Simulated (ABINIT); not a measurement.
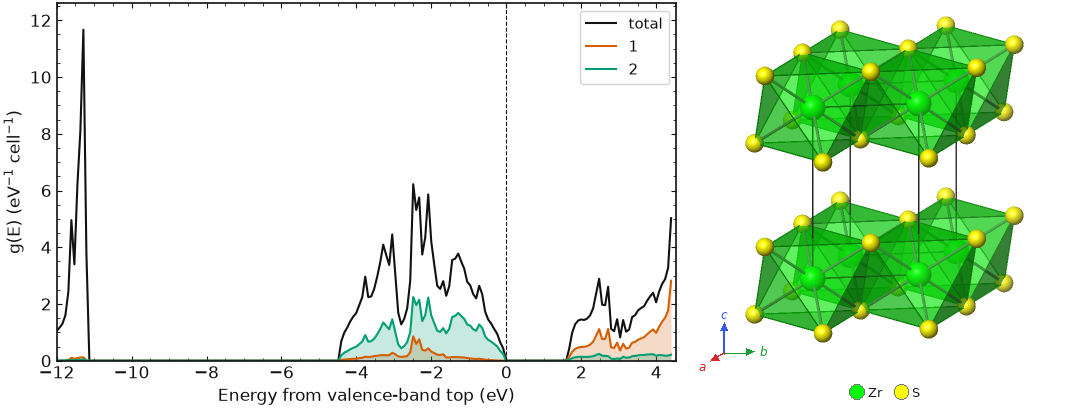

Density of states, beside the structure. Energies are counted from the top of the valence band. The partial curves are projected inside atomic spheres; the rest of the total lies in parts that aren't drawn and between the spheres.

Structure: CdI2-type ZrS2, space group P-3m1, 3 atoms in the cell; a = 3.691 Å, c = 6.041 Å (hexagonal axes).

Method: PBEsol, Zr d U = 8 eV, JTH PAW PBE v2.0, no spin polarisation, no spin-orbit coupling, 8×8×5 k mesh in the self-consistent step, 544 eV cutoff, Fermi-Dirac smearing of 0.05 eV (ABINIT 10.8.3 (patched build)).

> The numbered curves are projections. Which is which? The candidates: S p, Zr d.

1 is Zr d; 2 is S p.

> Metal or insulator, going by the density of states?

There is a gap; over the k points computed it is 1.60 eV.

The density of states was taken on a 11×11×7 mesh. The PAW data sets were made with another functional. An odd mesh through Γ misses points on the zone boundary, where band edges often lie. The cell is a database's computed one.
